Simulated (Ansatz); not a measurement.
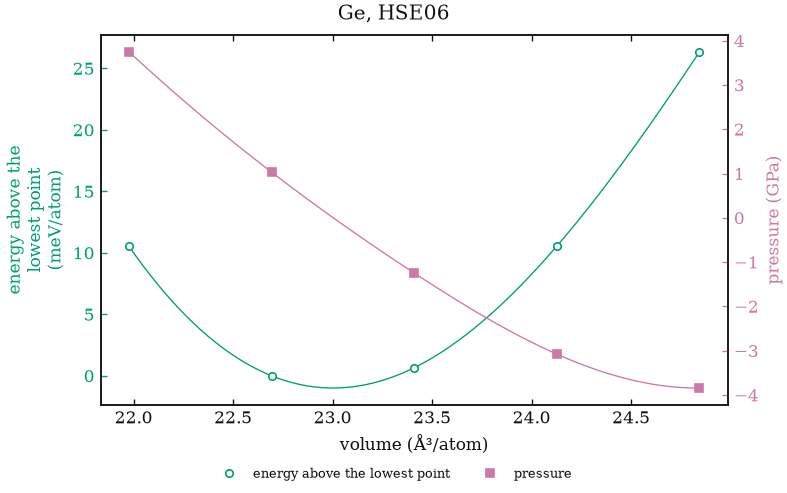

How it was computed, with Ansatz 0.2.0 development build: equation of state of a cubic crystal from periodic Kohn-Sham density functional theory without spin; pressure corrected for the finite basis. Level: HSE06.

structure type diamond; atoms in cell 2; space group number 227; lattice centring face-centred primitive; k mesh 4×4×4; occupation method Fermi–Dirac; occupation width 0.05 eV; wave cutoff 820 eV; datasets hand-made PAW; density tolerance 0 eV; bands 18; density cutoff ratio 4; search for lower states default; exchange singularity regularized.

Energy above the lowest point and pressure against volume for Ge, space group Fd-3m (No. 227) (one of a set of cubic test structures, which need not be the stable phase).

The energy above the lowest point is 10.5 meV/atom at volume 21.98 Å³/atom and 26.3 meV/atom at 24.84 Å³/atom; the lowest computed point is at volume 22.69 Å³/atom (0.0 meV/atom), and no other minimum shows. The pressure falls from 3.746 GPa at volume 21.98 Å³/atom to −3.843 GPa at 24.84 Å³/atom, and changes sign near 23.02 Å³/atom.

Keep in mind: coarse k-mesh, values are not converged in k.
